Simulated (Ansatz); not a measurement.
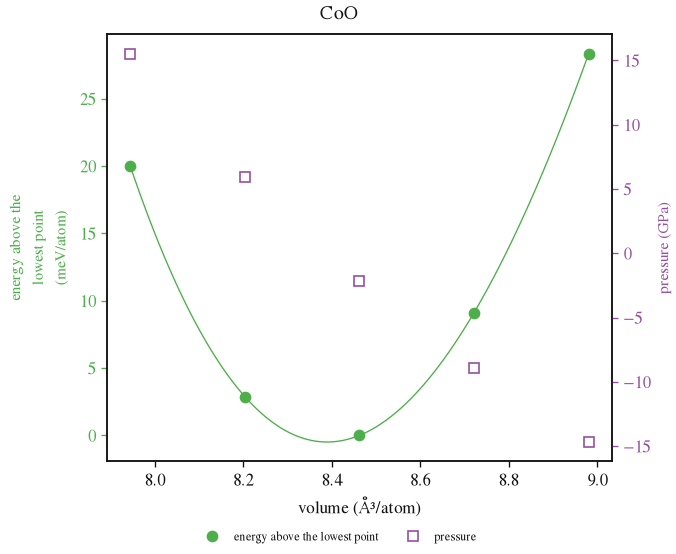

Plotted: energy above the lowest point and pressure against volume for CoO, space group Fm-3m (No. 225) (one of a set of cubic test structures, which need not be the stable phase).

Calculation (Ansatz 0.2.0 development build): equation of state of a cubic crystal from periodic Kohn-Sham density functional theory without spin, third-order Birch-Murnaghan fit to the free energies; pressure corrected for the finite basis. Level: r2SCAN.

structure type rock salt; atoms in cell 2; space group number 225; lattice centring face-centred primitive; k mesh 14×14×14; occupation method Fermi–Dirac; occupation width 0.1 eV; wave cutoff 700 eV; datasets hard PAW; density tolerance 1e−09 eV; bands 16; density cutoff ratio 4; search for lower states default; xc grid level 2.

Question: Give the fitted equation-of-state parameters.

Answer: A third-order Birch–Murnaghan fit gives V0 = 8.39 Å³/atom, B0 = 252 GPa and B′ = 4.5.

Question: What does the pressure do across the range?

Answer: It falls from 15.5 GPa at volume 7.9444 Å³/atom to −14.7 GPa at 8.9806 Å³/atom, and changes sign near 8.39 Å³/atom.

Keep in mind: known magnet treated without spin, far from its ground state; modest k-mesh, values are not fully converged in k; pseudopotentials made with PBE, not this functional.

The computed values:

```csv
volume (Å³/atom),energy above the lowest point (meV/atom),pressure (GPa)
7.9444,20.0,15.5
8.2034,2.9,5.9
8.4625,0.0,-2.1
8.7216,9.1,-8.9
8.9806,28.4,-14.7
```
